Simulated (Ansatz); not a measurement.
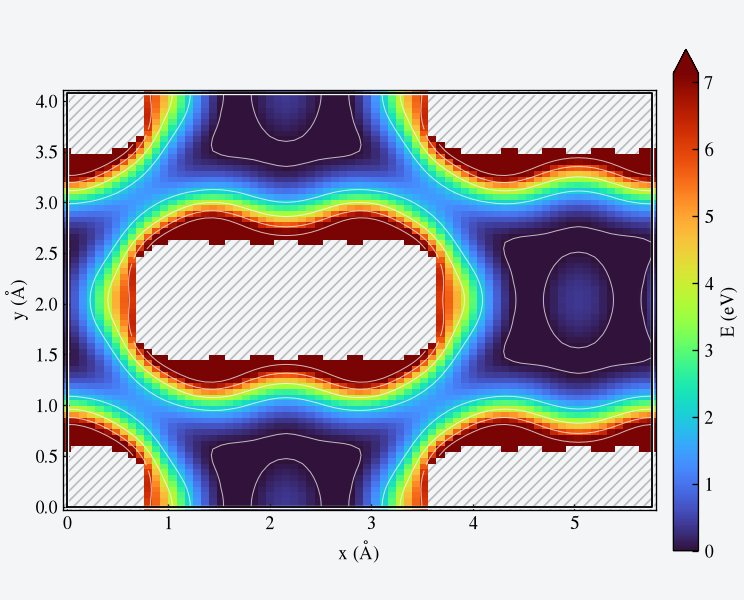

Ge (Fd-3m phase) with one N guest (9 atoms in the cell). 
- A guest moved over a lattice plane through the rigid host; the plane is (0 1 1) of the conventional cell, half-way across the widest gap between atomic layers, origin above Ge5.
- Places are given modulo a cell vector. The map is drawn in real space over the plane of the scan.
- Nothing is relaxed (host rigid, guest held in the plane).
- The grid has 12 × 12 points; 14 points were computed and 94 follow by symmetry. At 36 points there is no value (left out of the scan, as a rule where atoms come close).
- Energies: eV per cell, counted from the lowest grid point.
- Level of theory: DFT PBE, scalar-relativistic, plane waves, PAW in Ansatz 0.2.0. Settings: cutoff 420 eV, k-mesh 6×6×6, gaussian smearing 0.15 eV, no spin polarisation.

Drawn: a smooth colour map with a few white contour lines, the outline of one cell of the plane, one colour for all values above the top of the scale, hatched blanks where no value was computed. Between grid points the surface is interpolated.

The lowest grid point is at (4/12, 1/12) of the cell vectors [nearest 1 Ge at 2.04 Å]. The same energy is found at (4/12, 11/12) of the cell vectors [nearest 1 Ge at 2.04 Å]; (10/12, 5/12) of the cell vectors [nearest 1 Ge at 2.04 Å]; (10/12, 7/12) of the cell vectors [nearest 1 Ge at 2.04 Å]. Relaxing all atoms from the lowest point lowers the energy by a further 1.0 eV. The highest grid point, (0/12, 2/12) of the cell vectors [nearest 1 Ge at 1.22 Å], lies 11.9 eV above the lowest.

The level of theory is changed to DFT LDA, scalar-relativistic, plane waves, PAW (Ansatz); with it change the cell, relaxed at the new level (first cell vector 5.621 Å, before 5.762 Å).

> What does this change do to the map?

The lowest place stays at (4/12, 1/12) of the cell vectors [nearest 1 Ge at 1.99 Å]. The span from the lowest to the highest grid point grows from 11.9 to 13.5 eV.

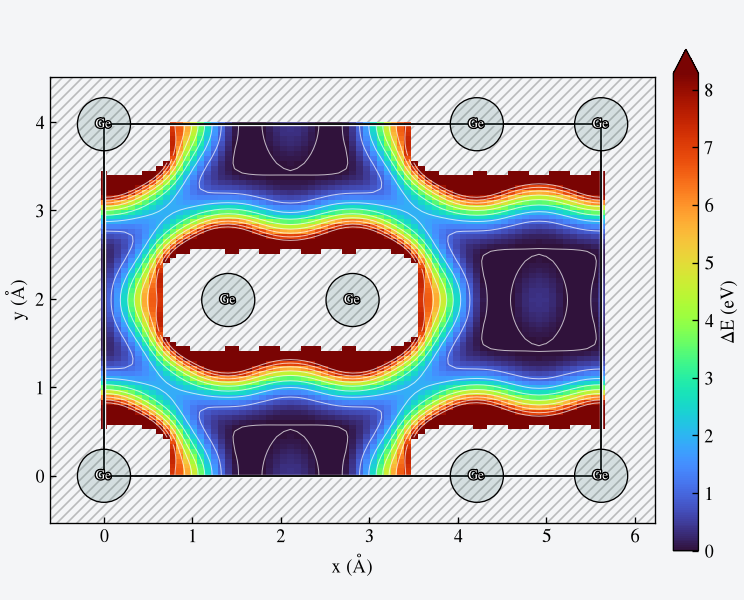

The map after the change, on a colour scale of its own. In the figure: a smooth colour map with a few white contour lines, labelled circles for the fixed atoms within 1 Å of the plane, the outline of one cell of the plane, one colour for all values above the top of the scale, hatched blanks where no value was computed. Between grid points the surface is interpolated.

PAW datasets: the set soft_1.
